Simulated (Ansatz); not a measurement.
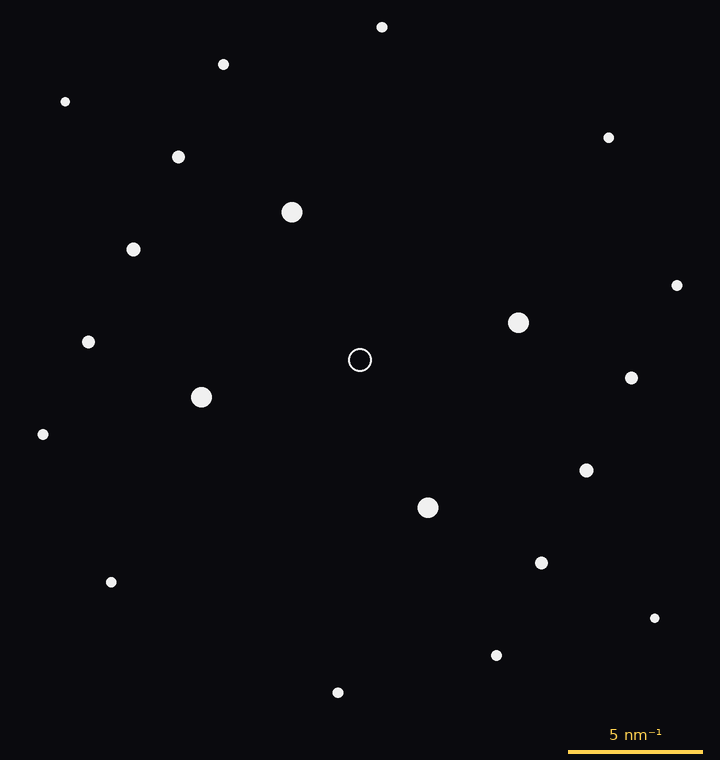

The pattern is a kinematic simulation for 200 kV electrons (no multiple scattering; isotropic B = 0.5 Å²).

Phase: B, space group Pm-3n (No. 223), a = 3.66 Å. Structure: the input geometry of an electronic-structure calculation (not necessarily at equilibrium); the starting structure was generated, so it need not be a known form of this composition.

| atom | site | symmetry | x | y | z |
| --- | --- | --- | --- | --- | --- |
| B | 2a | m-3. | 0.0000 | 0.0000 | 0.0000 |
| B | 6c | -4m.2 | 0.2500 | 0.0000 | 0.5000 |

### Measure the pattern against the scale bar and name the zone.

The spots form a rectangular net whose two shortest vectors correspond to d = 2.59 Å and 2.12 Å, 90.0° apart. They index as 0 1 -1 (itself too weak to see) and -1 1 1 (itself extinct), so the zone axis is [211] (or an equivalent direction of <211>).

### Which reflections of this zone are missing, and why?

A glide plane extinguishes reflections such as 1 -1 -1, 1 -3 1, 1 1 -3; reflections such as 1 3 -5 are allowed by the space group but vanish because the atoms sit on special positions; reflections such as 0 1 -1, 0 2 -2, 0 3 -3 are allowed but too weak to see at this display level. In a thicker crystal double diffraction can put intensity into those places emptied by glide planes or screw axes that lie on the net of the visible spots, but never into those emptied by centring.
